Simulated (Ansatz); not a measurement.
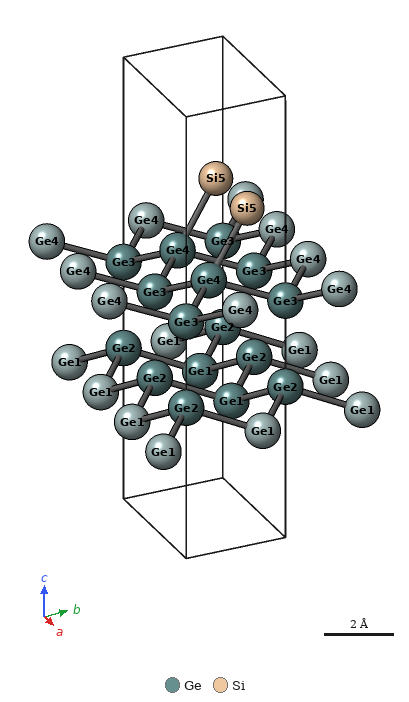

Figure 1. The structure as given in the input (ball-and-stick view of the 2 × 1 repeat of the cell, with the vacuum cut short, seen slightly off an axis; neighbours outside the cell are drawn fainter; atoms are numbered from 1 in the order of the input). An atom can appear more than once, as a periodic image.

**Mending a geometry relaxation on Ge$_{4}$Si**

System: Ge$_{4}$Si (slab, 5 atoms in the cell, total charge +4).
Method of the first run: DFT, LDA, plane waves, PAW, PAW set soft_1 (Ansatz 0.2.0).

The structure derives from an entry of the Crystallography Open Database. The input holds or restrains some coordinates. Forces given for the steps count only the free coordinates. Text and figures count atoms from 1; the logs count them from 0 in places.

### Input file, the first run
```yaml
crystal:
  lattice:
    - [3.9749475856, 0.0, 0.0]
    - [-1.9874737928, 3.4424055879, 0.0]
    - [0.0, 0.0, 19.6181517136]
  atoms:
    - { symbol: Ge, position: [0.3333333333, 0.6666666667, 0.2038928059] }
    - { symbol: Ge, position: [0.0, 0.0, 0.2452515838] }
    - { symbol: Ge, position: [0.0, 0.0, 0.376488145] }
    - { symbol: Ge, position: [0.6666666667, 0.3333333333, 0.413808183] }
    - { symbol: Si, position: [0.8333333333, 0.6666666667, 0.5202371034] }
basis:
  ecutwfc: 420
kpoints:
  mp_grid: { grid: [9, 9, 1] }
hamiltonian:
  xc: lda
  pseudopotentials: { kind: paw, azcp: { folder: soft_1 } }
scf:
  occupations: { method: gaussian, width: 0.1 }
  max_iter: 60
output:
  forces: true
  eigenvalues: true
relax:
  adjacent_minimum: "off"
  f_tol: 0.025
  max_steps: 16
  constraints: [{ sites: [0, 1, 2, 3] }, { sites: [4], fix: xy }]
efield:
  axis: 3
  dipole_correction: true
  ramp_width: 0.04
total_charge: 4
```

Command:
```bash
ansatz run input.yaml --threads 2 --pin off --max-ram 6144MiB --backend cpu --events-out ev --progress --plain --runs-dir out
```

Hardware: 2 threads of Arm Neoverse V1, 24 GiB of memory available, shared host.

### Output (the first run)
```
Error: efield: with total_charge ≠ 0 without external_charges — the saw-weighted dipole of a charged cell depends on the ramp position (the isolated-slab reference a dipole correction restores does not exist for a charged slab), so the field energy is ill-defined under the jellium convention; neutralise the cell or drop the efield: block, which crystal.periodic lets a charged slab do
```

> What went wrong, and how is the input to be mended?

A setting was made wrong on purpose: a charge that the system can't hold (`total_charge`). The cell cannot bind or give up so many electrons; the background charge dominates. The program refused the input: “efield: with total_charge ≠ 0 without external_charges — the saw-weighted dipole of a charged cell depends on the ramp position (the isolated-slab reference a dipole correction restores does not exist for a charged slab), so the field energy is ill-defined under the jellium convention …”

A run of the same system that converges differs from this input as follows (lines with − go, lines with + come):
```diff
-  max_iter: 60
-total_charge: 4
```

### Output, shortened to warnings, some set-up lines, iterations and results (the second run)
```
Warning: [file] the record states the generating functional pbe (its physics header spells it `PBE`), which answers neither for hamiltonian.xc's functional nor for the lda family's — results may be inconsistent (PPs are generated against a specific XC)
Warning: [file] the record states the generating functional pbe (its physics header spells it `PBE`), which answers neither for hamiltonian.xc's functional nor for the lda family's — results may be inconsistent (PPs are generated against a specific XC)
Basis set: ecut = 420 eV, 5309 PW (Γ)
Symmetry: 2 space group operations
k-points: 25 of 81 (time reversal used)
Initial density: superposition of atomic densities (neutral atoms: chi_scale 0, normalization atom)
[...]
SCF iter   1: F=—  HF=-17468.533495 eV  |F-HF|=—  |Δ(HF+E_count)|=         —  Δρ=2.15e-2  dr2=5.30e0  ethr=3.10e-3  p=-0.000 e·Å  D=-9.24e-7 V/Å  ΔV_dip=0.00 eV  …
SCF iter   2: F=—  HF=-17468.010971 eV  |F-HF|=—  |Δ(HF+E_count)|=   5.23e-1  Δρ=7.90e-3  dr2=8.56e-1  ethr=3.10e-3  p=0.063 e·Å  D=4.26e-2 V/Å  ΔV_dip=-0.84 eV  …
SCF iter   3: F=—  HF=-17467.942524 eV  |F-HF|=—  |Δ(HF+E_count)|=   6.84e-2  Δρ=2.09e-3  dr2=4.50e-2  ethr=1.43e-3  p=0.016 e·Å  D=1.08e-2 V/Å  ΔV_dip=-0.21 eV  …
SCF iter   4: F=—  HF=-17467.936391 eV  |F-HF|=—  |Δ(HF+E_count)|=   6.13e-3  Δρ=5.32e-4  dr2=1.49e-3  ethr=7.51e-5  p=0.016 e·Å  D=1.10e-2 V/Å  ΔV_dip=-0.22 eV  …
SCF iter   5: F=—  HF=-17467.936041 eV  |F-HF|=—  |Δ(HF+E_count)|=   3.51e-4  Δρ=2.26e-4  dr2=2.12e-4  ethr=2.49e-6  p=0.014 e·Å  D=9.62e-3 V/Å  ΔV_dip=-0.19 eV  …
[... 11 lines ...]
SCF iter   2: F=—  HF=-17467.936432 eV  |F-HF|=—  |Δ(HF+E_count)|=   1.83e-5  Δρ=3.02e-5  dr2=5.91e-6  ethr=6.85e-8  p=0.012 e·Å  D=8.03e-3 V/Å  ΔV_dip=-0.16 eV  …
SCF iter   3: F=—  HF=-17467.936431 eV  |F-HF|=—  |Δ(HF+E_count)|=   9.01e-7  Δρ=7.66e-6  dr2=3.00e-7  ethr=9.86e-9  p=0.012 e·Å  D=8.04e-3 V/Å  ΔV_dip=-0.16 eV  …
SCF iter   4: F=-17467.936431 eV  HF=-17467.936431 eV  |F-HF|=1.49e-8  |Δ(HF+E_count)|=   2.76e-8  Δρ=2.43e-6  dr2=2.34e-8  ethr=1.67e-10  p=0.012 e·Å  D=8.06e-3 V/Å  …
SCF 3 converged in 4 iterations: F = -17467.936431 eV  dr2 = 2.34e-8
relax step   3: F+E_penalty+E_count = -17467.93643089 eV  Δ(F+E_penalty+E_count) = -5.859e-5 eV  max|allowed force component| = 1.316e-4 eV/Å  Δτ_max = 0.0047 Å  (4 SCF …
SCF converged after 4 iterations
Free energy (F): -17467.936431 eV
Harris-Foulkes:  -17467.936431 eV  (|F-HF|=1.49e-8)
Internal energy: -17467.922809 eV  (E = F + TS)
E sigma→0 (E₀):  -17467.929620 eV
Entropy (-TS):   -0.013622 eV (-2.724 meV/atom)
Fermi energy:    0.278303 eV
Dipole field:    D = 0.008087 V/Å  (p = 0.011997 e·Å, saw-weighted, corrected)
Work function:   Φ+ = 4.8162 eV   Φ− = 4.9749 eV
Levels:          The Fermi level and band energies are counted from a zero that moves with the ramp; work functions are not
--- Per-component energies (eV) ---
  E_band       = -1063.106373
  E_kinetic    = 407.380904
  E_local      = -42056.288532  (includes V_loc(G=0)·N_el)
  E_nonlocal   = 903.606140
  E_hartree    = 20580.524874
  E_xc         = -338.858021
  E_vxc        = -306.508688  (∫ρ·V_xc dr)
  E_paw        = -8216.598638  (= ΣΔE_a)
  E_vpaw       = -1172.703998  (= ΣTr[D̂ρ^β])
  E_aug_tail   = 0.000105  (compensation charges beyond the density's cutoff)
  E_efield     = 0.000049  (sawtooth field / dipole correction)
  E_vefield    = 0.363961  (∫n·V_field dr)
  E_ewald      = 11244.592674
  E_core_change = 7.717637  (= ΣΔE_core)
  E_smearing   = -0.013622  (= −TS)
  E_closure    = -0.000000  (closes the sum)
  Σ components = -17467.936431   (vs F -17467.936431, Δ=0.00e0)
--- Forces (eV/Å), atoms counted from 1 ---
  atom   1  Ge     0.00000000    -0.10210769     0.31544995
  atom   2  Ge    -0.00000000     0.01363012    -0.23529360
  atom   3  Ge    -0.00000000     0.29553464    -0.70079626
  atom   4  Ge     0.00000000    -0.34826898     0.62016072
  atom   5  Si     0.00000000     0.14119950     0.00013159
  max |Σ_I F_I| component: 3.48e-4 eV/Å
--- Relaxed structure (3 steps of the walk, 3 accepted, 0 SCFs on fresh bases) ---
  F+E_penalty+E_count = -17467.93643089 eV   max|allowed force component| = 1.316e-4 eV/Å
  atoms:
    - { symbol: Ge, position: [0.3333333333499999, 0.6666666667, 0.20389280590000003] }
    - { symbol: Ge, position: [-4.996003610780892e-17, 0.0, 0.24525158380000003] }
    - { symbol: Ge, position: [-4.996003610780892e-17, 0.0, 0.37648814500000005] }
    - { symbol: Ge, position: [0.66666666665, 0.3333333333, 0.41380818300000005] }
    - { symbol: Si, position: [0.8333333333499999, 0.6666666667, 0.5195405731404749] }
```

### The two runs side by side

| quantity | the first run | the second run |
| --- | --- | --- |
| outcome | refused | converged |
| free energy per atom (eV) | – | −3493.5873 |
| gap on the mesh (eV) | – | 0.00 |
| work function (eV) | – | 4.82 |
| largest force (eV/Å) | – | 0.761 |
| SCF iterations | – | 15 |
| irreducible k-points | – | 25 |

Notes on the second run: The program warns: the PAW datasets were made with another functional.
